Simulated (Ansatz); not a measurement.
System: Al5O8 (cell charge −1, with a compensating background) (cell with a defect).

The calculation's input:

```
crystal:
  lattice:
    - [0.0, 5.5123800749, 4.3382851433]
    - [-4.7738611801, -2.7561900374, 4.3382851433]
    - [4.7738611801, -2.7561900374, 4.3382851433]
  atoms:
    - { symbol: Al, position: [0.1495925532, 0.6484538048, 0.6461926261] }
    - { symbol: Al, position: [0.6484538048, 0.6461926261, 0.1495925532] }
    - { symbol: Al, position: [0.6461926261, 0.1495925532, 0.6484538048] }
    - { symbol: Al, position: [0.3358475099, 0.3358475099, 0.3358475099] }
    - { symbol: Al, position: [0.3552602524, 0.8492846946, 0.8510965052] }
    - { symbol: Al, position: [0.8492846946, 0.8510965052, 0.3552602524] }
    - { symbol: Al, position: [0.8510965052, 0.3552602524, 0.8492846946] }
    - { symbol: Al, position: [0.6461979057, 0.6461979057, 0.6461979057] }
    - { symbol: Al, position: [0.6505976615, 0.146196902, 0.1438626426] }
    - { symbol: Al, position: [0.146196902, 0.1438626426, 0.6505976615] }
    - { symbol: Al, position: [0.1438626426, 0.6505976615, 0.146196902] }
    - { symbol: Al, position: [0.8516396673, 0.8516396673, 0.8516396673] }
    - { symbol: Al, position: [0.8604497593, 0.3454754682, 0.3503191889] }
    - { symbol: Al, position: [0.3454754682, 0.3503191889, 0.8604497593] }
    - { symbol: Al, position: [0.3503191889, 0.8604497593, 0.3454754682] }
    - { symbol: O, position: [0.749749303, 0.4022925765, 0.5963718751] }
    - { symbol: O, position: [0.7552360801, 0.9025320347, 0.0978827965] }
    - { symbol: O, position: [0.2498522113, 0.9006004511, 0.5939756375] }
    - { symbol: O, position: [0.2575444007, 0.4201266999, 0.0945872648], spin: 0.333 }
    - { symbol: O, position: [0.5944243516, 0.4029894884, 0.2503944655] }
    - { symbol: O, position: [0.5989090164, 0.9023999404, 0.7480152465] }
    - { symbol: O, position: [0.0978092813, 0.8812232709, 0.2670973269], spin: 0.333 }
    - { symbol: O, position: [0.0963634367, 0.4062917442, 0.7549429869] }
    - { symbol: O, position: [0.4022925765, 0.5963718751, 0.749749303] }
    - { symbol: O, position: [0.4201266999, 0.0945872648, 0.2575444007], spin: 0.333 }
    - { symbol: O, position: [0.9025320347, 0.0978827965, 0.7552360801] }
    - { symbol: O, position: [0.9006004511, 0.5939756375, 0.2498522113] }
    - { symbol: O, position: [0.5963718751, 0.749749303, 0.4022925765] }
    - { symbol: O, position: [0.5939756375, 0.2498522113, 0.9006004511] }
    - { symbol: O, position: [0.0945872648, 0.2575444007, 0.4201266999], spin: 0.333 }
    - { symbol: O, position: [0.0978827965, 0.7552360801, 0.9025320347] }
    - { symbol: O, position: [0.4029894884, 0.2503944655, 0.5944243516] }
    - { symbol: O, position: [0.4062917442, 0.7549429869, 0.0963634367] }
    - { symbol: O, position: [0.9023999404, 0.7480152465, 0.5989090164] }
    - { symbol: O, position: [0.8812232709, 0.2670973269, 0.0978092813], spin: 0.333 }
    - { symbol: O, position: [0.2503944655, 0.5944243516, 0.4029894884] }
    - { symbol: O, position: [0.2670973269, 0.0978092813, 0.8812232709], spin: 0.333 }
    - { symbol: O, position: [0.7549429869, 0.0963634367, 0.4062917442] }
    - { symbol: O, position: [0.7480152465, 0.5989090164, 0.9023999404] }
  host:
    lattice:
      - [2.3869305901, 1.3780950187, 4.3382851433]
      - [-2.3869305901, 1.3780950187, 4.3382851433]
      - [0.0, -2.7561900374, 4.3382851433]
    atoms:
      - { symbol: Al, position: [0.1479209716, 0.1479209716, 0.1479209716] }
      - { symbol: Al, position: [0.3520790284, 0.3520790284, 0.3520790284] }
      - { symbol: Al, position: [0.6479209716, 0.6479209716, 0.6479209716] }
      - { symbol: Al, position: [0.8520790284, 0.8520790284, 0.8520790284] }
      - { symbol: O, position: [0.9441401452, 0.5558598548, 0.25] }
      - { symbol: O, position: [0.4441401452, 0.75, 0.0558598548] }
      - { symbol: O, position: [0.5558598548, 0.25, 0.9441401452] }
      - { symbol: O, position: [0.25, 0.9441401452, 0.5558598548] }
      - { symbol: O, position: [0.75, 0.0558598548, 0.4441401452] }
      - { symbol: O, position: [0.0558598548, 0.4441401452, 0.75] }
total_charge: -1
basis:
  ecutwfc: 420
  xc_grid: 2
kpoints:
  mp_grid: { grid: [2, 2, 2], shift: [0.5, 0.5, 0.5] }
hamiltonian:
  xc: pbesol
scf:
  occupations: { method: gaussian, width: 0.01 }
output:
  forces: true
  stress: false
  eigenvalues: true
  populations: true
  charged_corrections:
    defect_position: [0.14792097, 0.14792097, 0.14792097]
    epsilon: [[9.717, 0.0, 0.0], [0.0, 9.717, 0.0], [0.0, 0.0, 11.8055]]
  write_density: true
  write_potential: true
  elf: true
  volumetric_format: npy
magnetization:
  spin_polarized: true
relax:
  adjacent_minimum: "off"
  f_tol: 0.025
  max_steps: 45
```

Launched as:

```sh
ansatz run input.yaml --threads 4 --pin off --max-ram 10240MiB --backend cpu --events-out ev --progress --plain --runs-dir out
```

The fields are those of the run's last geometry, not of the input's.

Spin-polarised.

Theory: DFT PBEsol, scalar-relativistic, plane waves, PAW (Ansatz).

Q: Predict the valence pseudo-density and electron localisation function between the atoms.

A: Al–O (1.79 Å): ρ at the midpoint is about 0.74 e/Å³; the ELF peaks at about 0.85 in the valence shell of O, 0.7 Å from its nucleus, and is about 0.85 at the midpoint.
Al–O (1.85 Å): ρ at the midpoint is about 0.65 e/Å³; the ELF peaks at about 0.85 in the valence shell of O, 0.7 Å from its nucleus, and is about 0.80 at the midpoint.
Al–O (1.95 Å): the density is about 0.53 e/Å³ at the midpoint; the ELF peaks at about 0.85 in the valence shell of O, 0.7 Å from its nucleus, and is about 0.80 at the midpoint.
Al–O (1.97 Å): ρ at the midpoint is about 0.52 e/Å³; the ELF peaks at about 0.85 in the valence shell of O, 0.7 Å from its nucleus, and is about 0.75 at the midpoint.

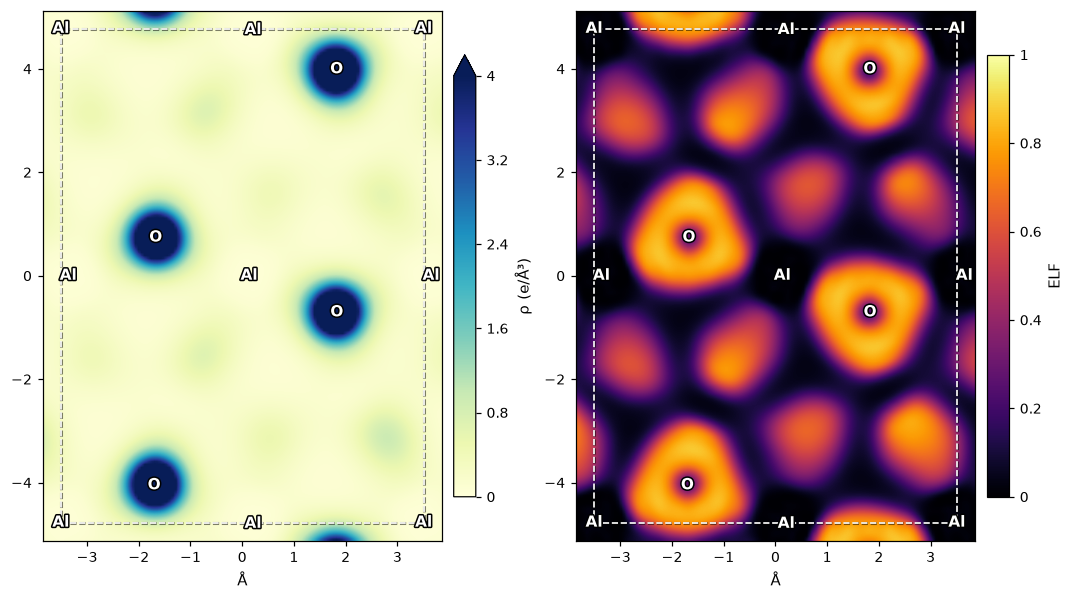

Computed valence pseudo-density and electron localisation function on the (011) plane of the calculation cell, in this order. Atoms just off the plane (Al, 0.6 Å away and O, 0.8 Å away) can leave unmarked features too.

The density is the valence pseudo-density of a PAW calculation; it isn't the true density close to the nuclei.
